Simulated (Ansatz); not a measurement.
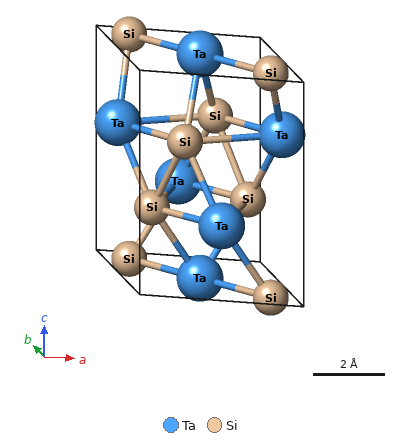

The structure as given in the input (ball-and-stick view of the cell of the calculation, set on other vectors, seen slightly off an axis). An atom can appear more than once, as a periodic image.

**Run report: TaSi₂, single-point calculation**

System: TaSi₂ (P6₄22, 9 atoms in the cell).
Method: DFT PBE, scalar-relativistic, plane waves, PAW, no spin polarisation (Ansatz 0.2.0).

The structure derives from an entry of the Crystallography Open Database. It belongs to a series of runs on one base structure; here: bulk in the cell of the (1 0 0) plane.

Log:
```
Warning: crystal.symmetry: narrowed to the stabiliser of the k-point mesh — unitary ops 12 → 2; excluded 10 operations that carry a point of the 7×6×8 mesh (shift [0, 0, 0]) off the mesh (the run samples exactly the mesh kpoints.mp_grid names, as under crystal.symmetry.detect: false, and its converged state has the mesh's symmetry, not the crystal's; ε∞, the Born charges and the force constants of a linear response (`dielectric:` by the response, `phonons.method: dfpt`) are averaged over those of the crystal's operations that the state keeps within a tolerance, where `mesh_tensors`, `unaveraged_element` or `gamma_mean_max_change_ev_ang2` stands beside them; a row that `dielectric.field_direction` solves alone is averaged likewise, with nothing beside; a Γ-centred mesh of equal divisions is mapped onto itself by every operation and keeps the whole group, as does a half-shifted one under kpoints.further_shifts: images)
Engine: ansatz 0.2.0, x86_64-unknown-linux-gnu
Pseudopotentials: kind: paw
Pseudopotential: Ta, paw, valence charge 13, recommended cutoff 420 eV (normal), Ta.paw.azcp
Pseudopotential: Si, paw, valence charge 4, recommended cutoff 420 eV (normal), Si.paw.azcp
Functional definition: PBE
  parameter kappa = 0.804
  parameter beta = 0.06672455060314922
  exchange = pbe_x(kappa = kappa, mu = beta*pi^2/3)
  correlation = pbe_c(beta = beta)
Crystal: 9 atoms, lattice volume = 131.944 Å³
Basis set: ecut = 420 eV, 2543 PW (Γ), exchange–correlation on 72×90×72 points (8 copies of the dense FFT grid, shifted against one another)
Bands: 41, of which v1, the nominal top of the filled ones, is band 32 counted from 1 (31 counted from 0)
Symmetry: 2 space group operations
k-points: 116 of 336 (time reversal used)
Non-local potential: Ta, projectors of the file, l = 0: 3, l = 1: 2, l = 2: 2, l = 3: 1
Non-local potential: Si, projectors of the file, l = 0: 2, l = 1: 2, l = 2: 2
PAW form: soft (Blöchl's): semilocal exchange-correlation on the pseudo side does not see the compensation charge
PAW one-centre angular grid: Ta, 590 points (default); XC on 64 Gauss nodes
PAW one-centre angular grid: Si, 110 points (default); XC on 64 Gauss nodes
Initial density: superposition of atomic densities (neutral atoms: chi_scale 0, normalization atom), corrected by the library's trained network
Initial wavefunctions: pseudopotential atomic-orbital guess
Functional: x = pbe(κ = 0.804, μ = 0.2195149727645171), c = pbe(β = 0.06672455060314922)
SCF iter   1: F=—  HF=-33615.926419 eV  |F-HF|=—  |Δ(HF+E_count)|=         —  Δρ=3.99e-3  dr2=1.36e-2  ethr=1.77e-3  ⟨swp⟩=6.8  Hψ=22209  notcnv=0
preconditioner: auto → Kerker (q_TF=auto, 2.412 Å⁻¹)  [metal: Δε(μ)=0.011 eV  Ē_g=7.283 eV  σ=0.100 eV  W_gap=0.06  n_scr=22 (ndim 8)  ℏωp=20.2 eV  f_vac=0.000  D(μ)=3.24/eV (n_scr^D=22)]
SCF iter   2: F=—  HF=-33615.927442 eV  |F-HF|=—  |Δ(HF+E_count)|=   1.02e-3  Δρ=2.23e-3  dr2=3.40e-3  ethr=2.16e-5  ⟨swp⟩=2.1  Hψ=6783  notcnv=0
SCF iter   3: F=—  HF=-33615.928312 eV  |F-HF|=—  |Δ(HF+E_count)|=   8.70e-4  Δρ=5.04e-4  dr2=3.06e-4  ethr=5.40e-6  ⟨swp⟩=2.0  Hψ=6471  notcnv=0
SCF iter   4: F=—  HF=-33615.928294 eV  |F-HF|=—  |Δ(HF+E_count)|=   1.80e-5  Δρ=9.56e-5  dr2=1.36e-5  ethr=4.85e-7  ⟨swp⟩=2.6  Hψ=6427  notcnv=0
SCF iter   5: F=—  HF=-33615.928339 eV  |F-HF|=—  |Δ(HF+E_count)|=   4.47e-5  Δρ=1.63e-5  dr2=3.85e-7  ethr=2.16e-8  ⟨swp⟩=2.1  Hψ=6599  notcnv=0
SCF iter   6: F=-33615.928338 eV  HF=-33615.928339 eV  |F-HF|=5.68e-8  |Δ(HF+E_count)|=   2.18e-8  Δρ=4.46e-6  dr2=6.59e-8  ethr=1.59e-10  ⟨swp⟩=9.7  Hψ=20436  notcnv=0
SCF 1 converged in 6 iterations: F = -33615.928338 eV  dr2 = 6.59e-8
  greatest PAW one-centre occupation: 1.000 electrons in one spin orbital (limit 2), on the Ta atom at site 2 (counted from 0), in its partial waves of l = 0
SCF converged after 6 iterations
Free energy (F): -33615.928338 eV
Harris-Foulkes:  -33615.928339 eV  (|F-HF|=5.68e-8)
Internal energy: -33615.911888 eV  (E = F + TS)
E sigma→0 (E₀):  -33615.920113 eV
Entropy (-TS):   -0.016451 eV (-1.828 meV/atom)
Fermi energy:    14.978741 eV
--- Per-component energies (eV) ---
  E_band       = -269.212626
  E_kinetic    = 1359.066294
  E_local      = -2359.450700  (includes V_loc(G=0)·N_el)
  E_nonlocal   = 195.550169
  E_hartree    = 899.396055
  E_xc         = -997.188628
  E_vxc        = -907.191924  (∫ρ·V_xc dr)
  E_paw        = -28267.280102  (= ΣΔE_a)
  E_vpaw       = -355.982041  (= ΣTr[D̂ρ^β])
  E_aug_tail   = 0.000511  (compensation charges beyond the density's cutoff)
  E_ewald      = -4446.005488
  E_smearing   = -0.016451  (= −TS)
  E_closure    = -0.000000  (closes the sum)
  Σ components = -33615.928338   (vs F -33615.928338, Δ=0.00e0)
--- Forces (eV/Å), atoms counted from 1 ---
  atom   1  Ta     0.00000000     0.00464813     0.00000000
  atom   2  Ta     0.00000000     0.01054487     0.00000000
  atom   3  Ta     0.00000000    -0.01249387     0.00000000
  atom   4  Si     0.00209298     0.00351668    -0.00487287
  atom   5  Si    -0.00984404    -0.00555300    -0.00057641
  atom   6  Si     0.00469828     0.00068662     0.00038875
  atom   7  Si    -0.00209298     0.00351668     0.00487287
  atom   8  Si     0.00984404    -0.00555300     0.00057641
  atom   9  Si    -0.00469828     0.00068662    -0.00038875
  max |Σ_I F_I| component: 2.77e-7 eV/Å
--- Stress (GPa, compression-positive) ---
       -0.139053       0.000000       0.015947
        0.000000       0.048511       0.000000
        0.015947       0.000000       0.091345
  P = ⅓ Tr σ = 0.0003 GPa (0.003 kbar)
--- Band table (eV; the first three rows and the last of 116) ---
  k-point 0: bands = ["-52.7131", "-52.6995", "-52.6978", "-19.3886", "-19.3861", "-19.3851", "-19.3230", "-19.3211", "-19.2312", "-19.2276", "-19.2254", "-19.2244", "1.6887", "4.9763", "4.9765", "8.5016", "9.0109", "9.0117", "9.1999", "9.2004", "10.1785", "11.1666", "11.1672", "11.5286", "12.4415", "12.4419", "12.5016", "12.5026", "12.5368", "12.8131", "12.8135", "13.4859", "15.7126", "17.9158", "17.9163", "18.3166", "18.4597", "18.4870", "18.8071", "18.8076", "18.9209"]
  k-point 1: bands = ["-52.7126", "-52.7000", "-52.6978", "-19.4065", "-19.3892", "-19.3690", "-19.3242", "-19.3189", "-19.2358", "-19.2279", "-19.2274", "-19.2166", "1.8382", "5.0689", "5.0958", "7.5364", "8.2317", "8.9335", "9.6016", "9.9600", "10.3172", "11.1896", "11.6750", "11.7067", "11.8000", "12.1497", "12.4329", "12.5292", "12.8335", "12.9000", "13.0853", "13.4126", "15.7585", "17.4459", "17.7815", "17.8746", "18.2411", "18.3998", "18.5340", "18.5663", "18.8017"]
  k-point 2: bands = ["-52.7112", "-52.7014", "-52.6978", "-19.4229", "-19.3964", "-19.3580", "-19.3272", "-19.3129", "-19.2382", "-19.2345", "-19.2293", "-19.2039", "2.2732", "5.2811", "5.4330", "6.3848", "7.5202", "8.7366", "9.2066", "10.4280", "10.8530", "10.9276", "11.2630", "11.2708", "12.1439", "12.4016", "12.7896", "12.9710", "13.1768", "13.1908", "13.5308", "13.5699", "15.4166", "16.7231", "17.0467", "17.6552", "17.8855", "18.1192", "18.1938", "18.6340", "18.9408"]
  k-point 115: bands = ["-52.7088", "-52.7020", "-52.6996", "-19.4294", "-19.4022", "-19.3878", "-19.3282", "-19.2803", "-19.2554", "-19.2261", "-19.2228", "-19.2027", "4.2906", "4.3771", "4.9960", "5.6148", "6.9456", "7.9716", "9.5138", "9.7885", "10.0338", "11.2904", "11.6167", "11.9218", "12.2799", "12.5906", "12.6192", "12.7530", "13.3818", "14.0398", "14.4470", "14.6915", "16.3854", "16.9197", "17.0596", "17.3910", "17.7275", "17.8467", "17.9964", "18.0834", "18.5799"]
```

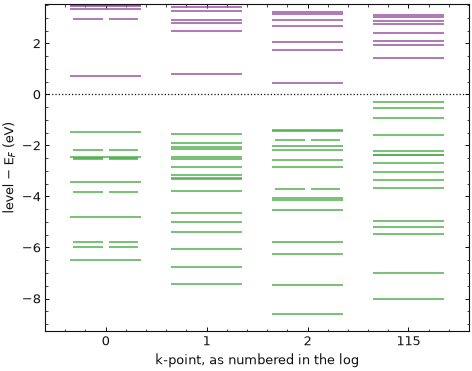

Kohn–Sham levels near the Fermi level (dotted) at the few k-points that the log prints; levels within 0.02 eV of each other stand side by side. The system is metallic on the full mesh.

This output came from the following input.

Input:
```yaml
crystal:
  lattice:
    - [4.8056401744, 0.0, 0.0]
    - [0.0, 6.5971690276, 0.0]
    - [2.4028200872, 0.0, 4.1618064725]
  atoms:
    - { symbol: Ta, position: [0.0, 0.0, 0.5] }
    - { symbol: Ta, position: [0.5, 0.3333333333, 0.5] }
    - { symbol: Ta, position: [0.5, 0.6666666667, 0.0] }
    - { symbol: Si, position: [0.6821708906, 0.0, 0.1589145547] }
    - { symbol: Si, position: [0.8410854453, 0.3333333333, 0.8410854453] }
    - { symbol: Si, position: [0.1589145547, 0.6666666667, 0.6821708906] }
    - { symbol: Si, position: [0.3178291094, 0.0, 0.8410854453] }
    - { symbol: Si, position: [0.1589145547, 0.3333333333, 0.1589145547] }
    - { symbol: Si, position: [0.8410854453, 0.6666666667, 0.3178291094] }
basis:
  ecutwfc: 420
kpoints:
  mp_grid: { grid: [7, 6, 8] }
hamiltonian:
  xc: pbe
scf:
  occupations: { method: gaussian, width: 0.1 }
output:
  forces: true
  stress: true
  eigenvalues: true
```

Launch command:
```bash
ansatz run input.yaml --threads 4 --pin off --max-ram 10240MiB --backend cpu --events-out ev --progress --plain --runs-dir out
```

Results in brief:

- outcome: converged
- space group (tolerance 0.01 Å): P6₄22 (181)
- electrons treated: 63
- free energy: −33615.9283 eV
- Fermi energy: 14.979 eV
- gap on the k-point mesh: none (metallic)
- pressure: 0.00 GPa
- largest force (length of the vector): 0.012 eV/Å
- hardware: 4 threads of Intel Xeon @ 2.50GHz (Skylake/Cascade Lake), 32 GiB of memory available, shared host
- wall time: 12 s (CPU time 48 s)
- peak memory: 0.79 GiB

Warnings of the run: the k-point mesh lowers the symmetry that the run can use. Spin–orbit coupling is left out, which matters for Ta.
